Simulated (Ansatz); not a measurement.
**Run report: W15S28 (charge +3), geometry relaxation (part 1 of 5)**

- system: W15S28 (defect cell, 43 atoms in the cell, total charge +3)
- method: DFT PBE+D3(BJ), scalar-relativistic, plane waves, PAW, spin-polarised (Ansatz 0.2.0)

The structure derives from a Materials Project entry. It belongs to a series of runs on one base structure; here: W interstitial, charge +3, atoms relaxed at the host's cell.

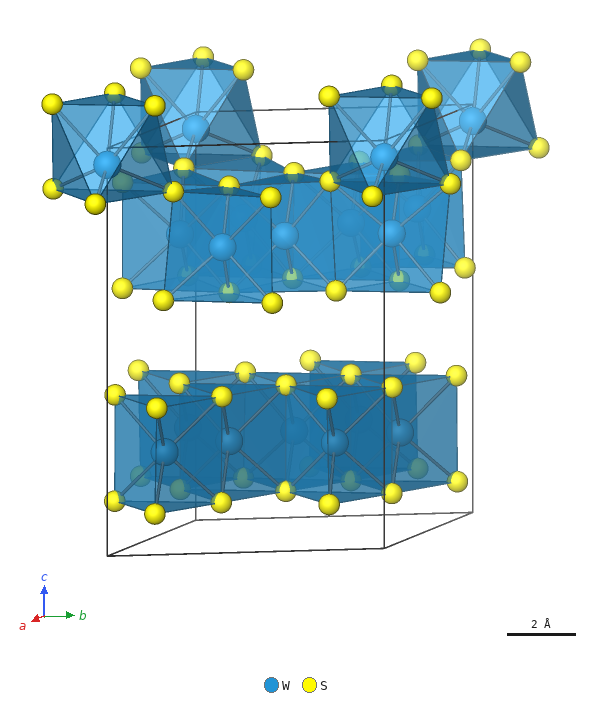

Fig. 1: The starting structure (polyhedral view of the cell of the calculation, seen slightly off an axis; polyhedra are completed across the faces of the cell).

**The input**
```yaml
crystal:
  lattice:
    - [7.8852229175, -2.7315213444, 0.0]
    - [-6.308178334, -5.4630426888, 0.0]
    - [0.0, 0.0, -12.1448340132]
  atoms:
    - { symbol: W, position: [0.0957842459, 0.618636172, 0.2435200766] }
    - { symbol: W, position: [0.381363828, 0.4771480739, 0.2435200766] }
    - { symbol: W, position: [0.9517484421, 0.1915530808, 0.2469815983] }
    - { symbol: W, position: [0.6666666667, 0.3333333333, 0.2460311753] }
    - { symbol: W, position: [0.2398046387, 0.0482515579, 0.2469815983] }
    - { symbol: W, position: [0.8084469192, 0.7601953613, 0.2469815983] }
    - { symbol: W, position: [0.5228519261, 0.9042157541, 0.2435200766] }
    - { symbol: W, position: [0.3333333333, 0.6666666667, 0.7453065571] }
    - { symbol: W, position: [0.6152965637, 0.5183046692, 0.741242881] }
    - { symbol: W, position: [0.1855324705, 0.2332730245, 0.752439836], spin: 0.143 }
    - { symbol: W, position: [0.9030081055, 0.3847034363, 0.741242881] }
    - { symbol: W, position: [0.4816953308, 0.0969918945, 0.741242881] }
    - { symbol: W, position: [0.047740554, 0.8144675295, 0.752439836], spin: 0.143 }
    - { symbol: W, position: [0.7667269755, 0.952259446, 0.752439836], spin: 0.143 }
    - { symbol: S, position: [0.0966964875, 0.6210947492, 0.8757543959] }
    - { symbol: S, position: [0.3789052508, 0.4756017383, 0.8757543959] }
    - { symbol: S, position: [0.9576176921, 0.2246657158, 0.8854766955], spin: 0.143 }
    - { symbol: S, position: [0.6666666667, 0.3333333333, 0.8707336727] }
    - { symbol: S, position: [0.2670480237, 0.0423823079, 0.8854766955], spin: 0.143 }
    - { symbol: S, position: [0.7753342842, 0.7329519763, 0.8854766955], spin: 0.143 }
    - { symbol: S, position: [0.5243982617, 0.9033035125, 0.8757543959] }
    - { symbol: S, position: [0.3333333333, 0.6666666667, 0.3737953334] }
    - { symbol: S, position: [0.616161658, 0.522553795, 0.3756490463] }
    - { symbol: S, position: [0.1915459331, 0.2399630643, 0.374959979] }
    - { symbol: S, position: [0.9063921369, 0.383838342, 0.3756490463] }
    - { symbol: S, position: [0.477446205, 0.0936078631, 0.3756490463] }
    - { symbol: S, position: [0.0484171312, 0.8084540669, 0.374959979] }
    - { symbol: S, position: [0.7600369357, 0.9515828688, 0.374959979] }
    - { symbol: S, position: [0.0952180684, 0.6262384232, 0.6167091778] }
    - { symbol: S, position: [0.3737615768, 0.4689796452, 0.6167091778] }
    - { symbol: S, position: [0.9536584652, 0.1876583493, 0.6191955704] }
    - { symbol: S, position: [0.6666666667, 0.3333333333, 0.6105207783] }
    - { symbol: S, position: [0.2339998841, 0.0463415348, 0.6191955704] }
    - { symbol: S, position: [0.8123416507, 0.7660001159, 0.6191955704] }
    - { symbol: S, position: [0.5310203548, 0.9047819316, 0.6167091778] }
    - { symbol: S, position: [0.3333333333, 0.6666666667, 0.113831926] }
    - { symbol: S, position: [0.6197689773, 0.5231500165, 0.1155808417] }
    - { symbol: S, position: [0.1841297138, 0.2308239369, 0.1152944422] }
    - { symbol: S, position: [0.9033810392, 0.3802310227, 0.1155808417] }
    - { symbol: S, position: [0.4768499835, 0.0966189608, 0.1155808417] }
    - { symbol: S, position: [0.0466942231, 0.8158702862, 0.1152944422] }
    - { symbol: S, position: [0.7691760631, 0.9533057769, 0.1152944422] }
    - { symbol: W, position: [0.0, 0.0, 0.9590592421], spin: 0.143 }
  host:
    lattice:
      - [3.154089167, 0.0, 0.0]
      - [-1.5770445835, 2.7315213444, 0.0]
      - [0.0, 0.0, 12.1448340132]
    atoms:
      - { symbol: W, position: [0.3333333333, 0.6666666667, 0.75] }
      - { symbol: W, position: [0.6666666667, 0.3333333333, 0.25] }
      - { symbol: S, position: [0.3333333333, 0.6666666667, 0.1203422033] }
      - { symbol: S, position: [0.6666666667, 0.3333333333, 0.6203422033] }
      - { symbol: S, position: [0.3333333333, 0.6666666667, 0.3796577967] }
      - { symbol: S, position: [0.6666666667, 0.3333333333, 0.8796577967] }
total_charge: 3
basis:
  ecutwfc: 420
  xc_grid: 2
kpoints:
  mp_grid: { grid: [2, 2, 2], shift: [0.0, 0.0, 0.0] }
hamiltonian:
  xc: pbe
  dispersion: d3bj
scf:
  occupations: { method: gaussian, width: 0.01 }
output:
  forces: true
  stress: false
  eigenvalues: true
  populations: true
  charged_corrections:
    defect_position: [0.0, 0.0, 0.80769231]
    epsilon: [[14.17, 0.0, 0.0], [0.0, 14.17, 0.0], [0.0, 0.0, 6.6534]]
  write_density: true
  write_potential: true
  elf: true
  volumetric_format: npy
magnetization:
  spin_polarized: true
relax:
  adjacent_minimum: "off"
  f_tol: 0.025
  max_steps: 45
```

Run on 4 threads of Arm Neoverse N1, 54 GiB of memory available, shared host.

Command:
```bash
ansatz run input.yaml --threads 4 --pin off --max-ram 6144MiB --backend cpu --events-out ev --progress --plain --runs-dir out
```

**What the program printed**
```
Engine: ansatz 0.2.0, aarch64-unknown-linux-gnu
Pseudopotentials: kind: paw
Pseudopotential: W, paw, valence charge 14, recommended cutoff 420 eV (normal), W.paw.azcp
Pseudopotential: S, paw, valence charge 6, recommended cutoff 420 eV (normal), S.paw.azcp
Functional definition: PBE
  parameter kappa = 0.804
  parameter beta = 0.06672455060314922
  exchange = pbe_x(kappa = kappa, mu = beta*pi^2/3)
  correlation = pbe_c(beta = beta)
Crystal: 43 atoms, lattice volume = 732.433 Å³
Basis set: ecut = 420 eV, 14321 PW (Γ), exchange–correlation on 120×120×180 points (8 copies of the dense FFT grid, shifted against one another)
Bands: 232, of which v1, the nominal top of the filled ones, is band 188 counted from 1 (187 counted from 0)
Symmetry: 3 space group operations
Space group: P3 (ITA 143), of the structure as read, at distance tolerance 9.0e-5 Å
Magnetic group: BNS 143.1 (UNI 1231), of the structure as read, at distance tolerance 9.0e-5 Å
k-points: 4 of 8
Non-local potential: W, projectors of the file, l = 0: 3, l = 1: 2, l = 2: 2, l = 3: 1
Non-local potential: S, projectors of the file, l = 0: 2, l = 1: 2, l = 2: 2
PAW form: soft (Blöchl's): semilocal exchange-correlation on the pseudo side does not see the compensation charge
PAW one-centre angular grid: W, 590 points (default); XC on 64 Gauss nodes
PAW one-centre angular grid: S, 110 points (default); XC on 64 Gauss nodes
Initial density: superposition of atomic densities (chi_scale 0.1, normalization cell)
Starting moments: Σ|m| = 1.001 μB on 7 of 43 sites
Initial wavefunctions: pseudopotential atomic-orbital guess
Functional: x = pbe(κ = 0.804, μ = 0.2195149727645171), c = pbe(β = 0.06672455060314922)
SCF iter   1: F=—  HF=-181120.355365 eV  |F-HF|=—  |Δ(HF+E_count)|=         —  Δρ=2.18e-2 (↑2.17e-2 ↓2.18e-2)  dr2=2.48e1  dr2_m=1.50e-2  M=0.961 μB ∫|m|=0.998 μB  β_m=0.30  ethr=3.10e-3  ⟨swp⟩=6.2  Hψ=7260  notcnv=0  defer=102
Mixer restart at iter 1: flushing history
preconditioner: auto → Kerker (q_TF=auto, 2.440 Å⁻¹)  [metal: Δε(μ)=0.009 eV  Ē_g=8.447 eV  σ=0.010 eV  W_gap=0.41  n_scr=182 (ndim 8)  ℏωp=21.9 eV  f_vac=0.000  D(μ)=43.16/eV (n_scr^D=438)]
spin=Collinear: Kerker preconditioning applied to the charge; magnetization (m = ρ↑ − ρ↓) channel mixes plain (no charge-response kernel on spin).
SCF iter   2: F=—  HF=-181118.355585 eV  |F-HF|=—  |Δ(HF+E_count)|=    2.00e0  Δρ=1.67e-2 (↑1.66e-2 ↓1.67e-2)  dr2=1.64e1  dr2_m=1.02e-2  M=0.984 μB ∫|m|=1.017 μB  β_m=0.65  ethr=3.10e-3  ⟨swp⟩=1.0  Hψ=2136  notcnv=0  defer=110
SCF iter   3: F=—  HF=-181115.459858 eV  |F-HF|=—  |Δ(HF+E_count)|=    2.90e0  Δρ=3.93e-3 (↑3.93e-3 ↓3.74e-3)  dr2=1.22e0  dr2_m=1.95e-3  M=1.000 μB ∫|m|=1.058 μB  β_m=0.82  ethr=3.10e-3  ⟨swp⟩=2.8  Hψ=2749  notcnv=0  defer=304
SCF iter   4: F=—  HF=-181115.371535 eV  |F-HF|=—  |Δ(HF+E_count)|=   8.83e-2  Δρ=2.04e-3 (↑2.04e-3 ↓1.92e-3)  dr2=5.09e-1  dr2_m=2.13e-3  M=1.175 μB ∫|m|=1.217 μB  β_m=0.86  ethr=3.26e-4  ⟨swp⟩=2.8  Hψ=2213  notcnv=0  defer=310
SCF iter   5: F=—  HF=-181115.366503 eV  |F-HF|=—  |Δ(HF+E_count)|=   5.03e-3  Δρ=1.06e-3 (↑9.02e-4 ↓1.06e-3)  dr2=8.18e-2  dr2_m=9.01e-4  M=1.255 μB ∫|m|=1.311 μB  β_m=0.93  ethr=1.36e-4  ⟨swp⟩=2.0  Hψ=2385  notcnv=0  defer=310
SCF iter   6: F=—  HF=-181115.384313 eV  |F-HF|=—  |Δ(HF+E_count)|=         —  Δρ=9.87e-4 (↑8.27e-4 ↓9.87e-4)  dr2=2.50e-2  dr2_m=3.61e-3  M=1.499 μB ∫|m|=1.564 μB  β_m=0.93  ethr=2.18e-5  ⟨swp⟩=3.0  Hψ=3062  notcnv=0  defer=310
SCF iter   7: F=—  HF=-181115.387196 eV  |F-HF|=—  |Δ(HF+E_count)|=   2.88e-3  Δρ=3.49e-4 (↑3.49e-4 ↓3.48e-4)  dr2=9.41e-3  dr2_m=2.54e-4  M=1.500 μB ∫|m|=1.586 μB  β_m=0.96  ethr=6.68e-6  ⟨swp⟩=2.5  Hψ=3191  notcnv=0  defer=310
SCF iter   8: F=—  HF=-181115.387876 eV  |F-HF|=—  |Δ(HF+E_count)|=   6.80e-4  Δρ=2.01e-4 (↑1.79e-4 ↓2.01e-4)  dr2=4.23e-3  dr2_m=3.97e-5  M=1.500 μB ∫|m|=1.594 μB  β_m=0.93  ethr=2.51e-6  ⟨swp⟩=2.0  Hψ=2990  notcnv=0  defer=310
SCF iter   9: F=—  HF=-181115.387738 eV  |F-HF|=—  |Δ(HF+E_count)|=   1.38e-4  Δρ=9.05e-5 (↑5.79e-5 ↓9.05e-5)  dr2=1.43e-3  dr2_m=1.11e-5  M=1.500 μB ∫|m|=1.598 μB  β_m=0.96  ethr=1.13e-6  ⟨swp⟩=2.6  Hψ=2978  notcnv=0  defer=310
SCF iter  10: F=—  HF=-181115.387636 eV  |F-HF|=—  |Δ(HF+E_count)|=   1.03e-4  Δρ=4.68e-5 (↑4.68e-5 ↓4.15e-5)  dr2=5.51e-4  dr2_m=5.34e-7  M=1.500 μB ∫|m|=1.599 μB  β_m=0.98  ethr=3.81e-7  ⟨swp⟩=2.1  Hψ=2910  notcnv=0  defer=310
SCF iter  11: F=—  HF=-181115.387580 eV  |F-HF|=—  |Δ(HF+E_count)|=   5.52e-5  Δρ=3.15e-5 (↑2.97e-5 ↓3.15e-5)  dr2=9.56e-5  dr2_m=5.42e-7  M=1.500 μB ∫|m|=1.599 μB  β_m=0.98  ethr=1.47e-7  ⟨swp⟩=2.2  Hψ=2339  notcnv=0  defer=310
SCF iter  12: F=—  HF=-181115.387577 eV  |F-HF|=—  |Δ(HF+E_count)|=   3.22e-6  Δρ=2.27e-5 (↑1.77e-5 ↓2.27e-5)  dr2=5.77e-5  dr2_m=4.26e-7  M=1.500 μB ∫|m|=1.599 μB  β_m=0.98  ethr=2.55e-8  ⟨swp⟩=2.0  Hψ=2572  notcnv=0  defer=310
SCF iter  13: F=—  HF=-181115.387576 eV  |F-HF|=—  |Δ(HF+E_count)|=   1.50e-6  Δρ=9.69e-6 (↑7.33e-6 ↓9.69e-6)  dr2=1.09e-5  dr2_m=1.39e-7  M=1.500 μB ∫|m|=1.599 μB  β_m=0.99  ethr=1.54e-8  ⟨swp⟩=2.0  Hψ=2241  notcnv=0  defer=310
SCF iter  14: F=-181115.387571 eV  HF=-181115.387576 eV  |F-HF|=5.25e-6  |Δ(HF+E_count)|=   4.39e-8  Δρ=7.94e-6 (↑7.94e-6 ↓7.62e-6)  dr2=5.84e-6  dr2_m=6.72e-9  M=1.500 μB ∫|m|=1.599 μB  ethr=2.90e-9  ⟨swp⟩=15.6  Hψ=16923  notcnv=0
SCF 1 converged in 14 iterations: F = -181115.387571 eV  dr2 = 5.84e-6
  greatest PAW one-centre occupation: 1.000 electrons in one spin orbital (limit 2), on the W atom at site 42 (counted from 0), in its partial waves of l = 0
relax step   1: F+E_penalty+E_count = -181115.38757057 eV  Δ(F+E_penalty+E_count) = +0.000e0 eV  max|allowed force component| = 8.699e-1 eV/Å  Δτ_max = 0.0000 Å  (14 SCF iters, dr2 threshold 1.56e-5 eV, accepted)
Initial density: handed on by an earlier stage of this run
Starting moments: Σ|m| = 1.001 μB on 7 of 43 sites; this step starts from the density that it was given
Initial wavefunctions: those handed on with the density
iter 1 solved again at ethr=3.47e-5 eV; its pass at ethr=3.10e-3 eV (dr2=1.30e-1 eV) is discarded
SCF iter   1: F=—  HF=-181115.458985 eV  |F-HF|=—  |Δ(HF+E_count)|=         —  Δρ=2.04e-3 (↑2.04e-3 ↓1.58e-3)  dr2=1.29e-1  dr2_m=3.34e-3  M=1.500 μB ∫|m|=1.616 μB  β_m=0.65  ethr=3.47e-5  ⟨swp⟩=2.0  Hψ=5449  notcnv=0  defer=310
preconditioner: auto → Resta (q_TF=auto, 2.440 Å⁻¹)  ε∞=7.9  [insulator: Δε(μ)=0.056 eV  Ē_g=8.312 eV  σ=0.010 eV  W_gap=1.00  n_scr=182 (ndim 8)  ℏωp=21.9 eV  f_vac=0.011  D(μ)=0.02/eV (n_scr^D=0)  ε∞_Penn≈7.9]
spin=Collinear: Resta preconditioning applied to the charge; magnetization (m = ρ↑ − ρ↓) channel mixes plain (no charge-response kernel on spin).
SCF iter   2: F=—  HF=-181115.445416 eV  |F-HF|=—  |Δ(HF+E_count)|=   1.36e-2  Δρ=8.41e-4 (↑8.41e-4 ↓5.99e-4)  dr2=1.51e-2  dr2_m=8.07e-4  M=1.500 μB ∫|m|=1.624 μB  β_m=0.54  ethr=3.45e-5  ⟨swp⟩=2.8  Hψ=2534  notcnv=0  defer=310
SCF iter   3: F=—  HF=-181115.444125 eV  |F-HF|=—  |Δ(HF+E_count)|=   1.29e-3  Δρ=4.86e-4 (↑4.86e-4 ↓3.47e-4)  dr2=3.25e-3  dr2_m=3.19e-4  M=1.500 μB ∫|m|=1.628 μB  β_m=0.73  ethr=4.02e-6  ⟨swp⟩=2.2  Hψ=2632  notcnv=0  defer=310
SCF iter   4: F=—  HF=-181115.444039 eV  |F-HF|=—  |Δ(HF+E_count)|=   8.57e-5  Δρ=1.26e-4 (↑1.08e-4 ↓1.26e-4)  dr2=6.74e-4  dr2_m=2.53e-5  M=1.501 μB ∫|m|=1.635 μB  β_m=0.69  ethr=8.66e-7  ⟨swp⟩=2.0  Hψ=3301  notcnv=0  defer=310
SCF iter   5: F=—  HF=-181115.444112 eV  |F-HF|=—  |Δ(HF+E_count)|=   7.29e-5  Δρ=7.30e-5 (↑4.85e-5 ↓7.30e-5)  dr2=1.30e-4  dr2_m=1.24e-5  M=1.501 μB ∫|m|=1.637 μB  β_m=0.82  ethr=1.80e-7  ⟨swp⟩=2.0  Hψ=2453  notcnv=0  defer=310
SCF iter   6: F=—  HF=-181115.444230 eV  |F-HF|=—  |Δ(HF+E_count)|=   1.18e-4  Δρ=4.16e-5 (↑1.51e-5 ↓4.16e-5)  dr2=4.71e-5  dr2_m=2.91e-6  M=1.502 μB ∫|m|=1.638 μB  β_m=0.91  ethr=3.47e-8  ⟨swp⟩=2.6  Hψ=3338  notcnv=0  defer=310
SCF iter   7: F=—  HF=-181115.444251 eV  |F-HF|=—  |Δ(HF+E_count)|=   2.08e-5  Δρ=2.88e-5 (↑2.71e-5 ↓2.88e-5)  dr2=5.88e-5  dr2_m=8.43e-7  M=1.502 μB ∫|m|=1.639 μB  β_m=0.85  ethr=1.25e-8  ⟨swp⟩=2.8  Hψ=3208  notcnv=0  defer=310
SCF iter   8: F=—  HF=-181115.444241 eV  |F-HF|=—  |Δ(HF+E_count)|=   1.03e-5  Δρ=8.50e-6 (↑8.34e-6 ↓8.50e-6)  dr2=3.12e-6  dr2_m=1.71e-7  M=1.502 μB ∫|m|=1.640 μB  β_m=0.92  ethr=1.25e-8  ⟨swp⟩=2.0  Hψ=2639  notcnv=0  defer=310
SCF iter   9: F=-181115.444235 eV  HF=-181115.444248 eV  |F-HF|=1.25e-5  |Δ(HF+E_count)|=   6.91e-6  Δρ=1.31e-5 (↑1.31e-5 ↓1.27e-5)  dr2=1.37e-5  dr2_m=1.98e-7  M=1.502 μB ∫|m|=1.640 μB  ethr=8.33e-10  ⟨swp⟩=14.9  Hψ=16758  notcnv=0
SCF 2 converged in 9 iterations: F = -181115.444235 eV  dr2 = 1.37e-5
[... from here on the iterations of each SCF are left out, up to the last one ...]
relax step   2: F+E_penalty+E_count = -181115.44423504 eV  Δ(F+E_penalty+E_count) = -5.666e-2 eV  max|allowed force component| = 5.419e-1 eV/Å  Δτ_max = 0.0551 Å  (9 SCF iters, dr2 threshold 4.73e-5 eV, accepted)
[... from here on the SCF iterations and repeated set-up lines of each step are left out, up to the last step ...]
SCF 3 converged in 7 iterations: F = -181115.603813 eV  dr2 = 8.90e-6
relax step   3: F+E_penalty+E_count = -181115.60381269 eV  Δ(F+E_penalty+E_count) = -1.596e-1 eV  max|allowed force component| = 1.555e0 eV/Å  Δτ_max = 0.0321 Å  (7 SCF iters, dr2 threshold 1.84e-5 eV, accepted)
SCF 4 converged in 7 iterations: F = -181115.895052 eV  dr2 = 4.70e-5
relax step   4: F+E_penalty+E_count = -181115.89505226 eV  Δ(F+E_penalty+E_count) = -2.912e-1 eV  max|allowed force component| = 1.103e0 eV/Å  Δτ_max = 0.1256 Å  (7 SCF iters, dr2 threshold 1.00e-4 eV, accepted)
SCF 5 converged in 8 iterations: F = -181116.200972 eV  dr2 = 8.73e-6
relax step   5: F+E_penalty+E_count = -181116.20097153 eV  Δ(F+E_penalty+E_count) = -3.059e-1 eV  max|allowed force component| = 7.739e-1 eV/Å  Δτ_max = 0.1947 Å  (8 SCF iters, dr2 threshold 1.00e-4 eV, accepted)
SCF 6 converged in 6 iterations: F = -181116.396320 eV  dr2 = 4.12e-5
relax step   6: F+E_penalty+E_count = -181116.39632030 eV  Δ(F+E_penalty+E_count) = -1.953e-1 eV  max|allowed force component| = 1.289e-1 eV/Å  Δτ_max = 0.1092 Å  (6 SCF iters, dr2 threshold 1.00e-4 eV, accepted)
SCF 7 converged in 7 iterations: F = -181116.401239 eV  dr2 = 5.91e-7
relax step   7: F+E_penalty+E_count = -181116.40123944 eV  Δ(F+E_penalty+E_count) = -4.919e-3 eV  max|allowed force component| = 1.299e-2 eV/Å  Δτ_max = 0.0083 Å  (7 SCF iters, dr2 threshold 1.04e-6 eV, accepted)
iter 1 solved again at ethr=5.85e-11 eV; its pass at ethr=3.10e-3 eV (dr2=2.19e-7 eV) is discarded
SCF iter   1: F=—  HF=-181116.401240 eV  |F-HF|=—  |Δ(HF+E_count)|=         —  Δρ=1.79e-6 (↑1.60e-6 ↓1.79e-6)  dr2=2.19e-7  dr2_m=1.09e-9  M=3.000 μB ∫|m|=3.262 μB  β_m=0.65  ethr=5.85e-11  ⟨swp⟩=1.0  Hψ=4336  notcnv=0
preconditioner: auto → Resta (q_TF=auto, 2.440 Å⁻¹)  ε∞=7.9  [insulator: Δε(μ)=0.448 eV  Ē_g=8.359 eV  σ=0.010 eV  W_gap=1.00  n_scr=182 (ndim 8)  ℏωp=21.9 eV  f_vac=0.012  D(μ)=0.00/eV (n_scr^D=0)  ε∞_Penn≈7.9]
spin=Collinear: Resta preconditioning applied to the charge; magnetization (m = ρ↑ − ρ↓) channel mixes plain (no charge-response kernel on spin).
SCF iter   2: F=—  HF=-181116.401240 eV  |F-HF|=—  |Δ(HF+E_count)|=   2.97e-8  Δρ=1.02e-6 (↑9.30e-7 ↓1.02e-6)  dr2=7.40e-8  dr2_m=5.41e-10  M=3.000 μB ∫|m|=3.262 μB  β_m=0.54  ethr=5.84e-11  ⟨swp⟩=2.0  Hψ=2652  notcnv=0
SCF iter   3: F=-181116.401240 eV  HF=-181116.401240 eV  |F-HF|=2.22e-8  |Δ(HF+E_count)|=   9.90e-9  Δρ=7.55e-7 (↑7.43e-7 ↓7.55e-7)  dr2=4.28e-8  dr2_m=2.59e-10  M=3.000 μB ∫|m|=3.262 μB  ethr=1.97e-11  ⟨swp⟩=6.2  Hψ=10780  notcnv=0
SCF 8 converged in 3 iterations: F = -181116.401240 eV  dr2 = 4.28e-8
relax step   8: F+E_penalty+E_count = -181116.40123985 eV  Δ(F+E_penalty+E_count) = -4.103e-7 eV  max|allowed force component| = 1.299e-2 eV/Å  Δτ_max = 0.0000 Å  (3 SCF iters, accepted)
```

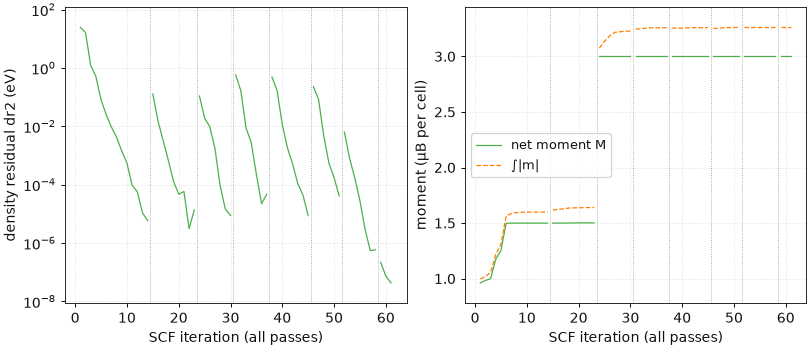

Fig. 2: Convergence of the self-consistent field: density residual dr2 and magnetic moment against the SCF iteration. The dotted lines part the SCF passes of the relaxation: geometry steps, rejected trials and re-solves on a re-selected basis. The 8 passes take 3 to 14 iterations each, 61 in all. The net moment goes from 1.0 to 3.0 μB per cell.

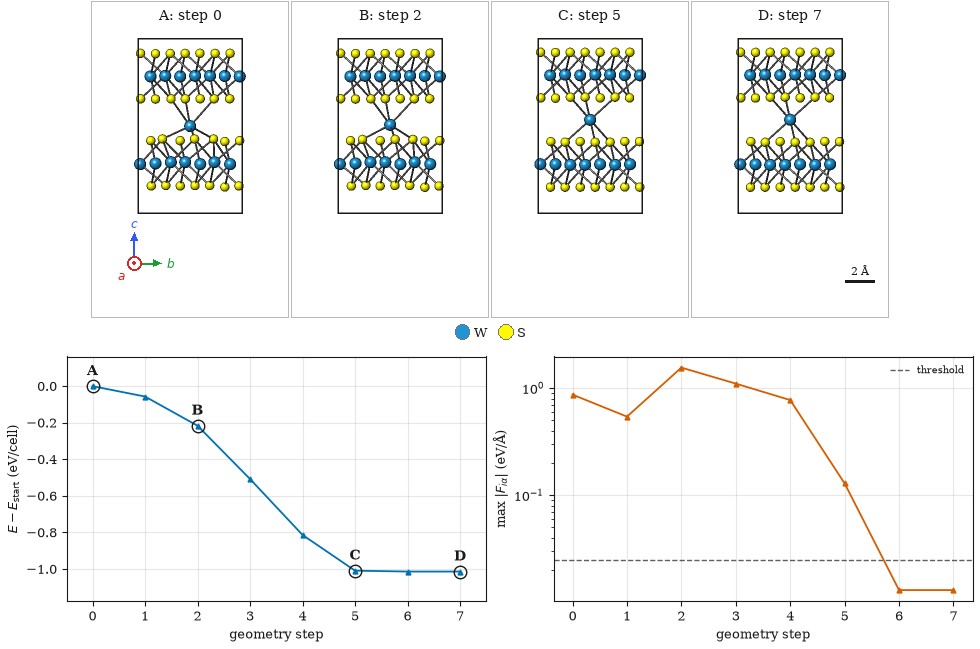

Fig. 3: Frames of the relaxation (ball-and-stick view of the cell of the calculation (origin shifted), along the a axis) above the curves, on which the letters mark them (the first geometry is step 0 here and step 1 in the log).
